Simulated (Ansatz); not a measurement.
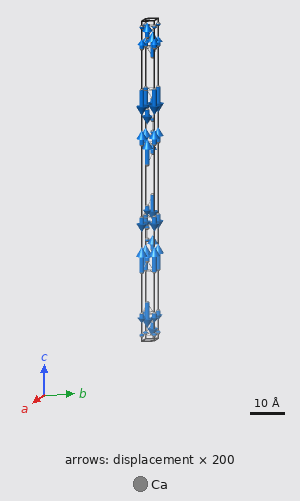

This is a relaxation of crystalline Ca (built on the C_166 type). The starting structure is drawn; blue arrows show the displacements (the part carried along by the change of the cell is left out), magnified 200 times.

A ball-and-stick model of the conventional cell (3 times the calculation's cell), seen slightly off an axis. Lengths and directions refer to the drawn axes.

Case: C type (R-3m, No. 166).

All numbers below come from DFT PBE, scalar-relativistic, plane waves, PAW (Ansatz). (plane-wave cutoff 420 eV; k-point mesh 12 × 12 × 12; occupations gaussian; smearing width 0.1 eV; no spin polarisation; cell and atoms relaxed; force threshold 0.01 eV/Å; at most 80 steps)

What did the optimiser do to the structure, and how much energy did it gain?

The largest moves relative to the cell, 0.039 Å, are those of Ca atoms. The drawn cell changes as follows: a = b 3.875 → 3.890 Å (+0.4 %), c 98.120 → 97.780 Å (−0.3 %); the volume changes by +0.4 %. Some distances before and after: Ca–Ca 3.931 → 3.907 Å, Ca–Ca 3.867 → 3.843 Å, Ca–Ca 3.875 → 3.890 Å, Ca–Ca 3.664 → 3.656 Å. The space group stays R-3m (No. 166). After 2 accepted moves (3 points after the start) the energy has fallen by 0.4 meV per atom. The largest force component goes from 0.031 to 0.0029 eV/Å. The pressure goes from 0.02 to 0.00 GPa. At 1 point the geometry stayed and the basis and grid were re-selected for the new cell (energy shift of less than 0.05 meV per atom at most each time). The run took of the order of 8 core-minutes on a shared host.
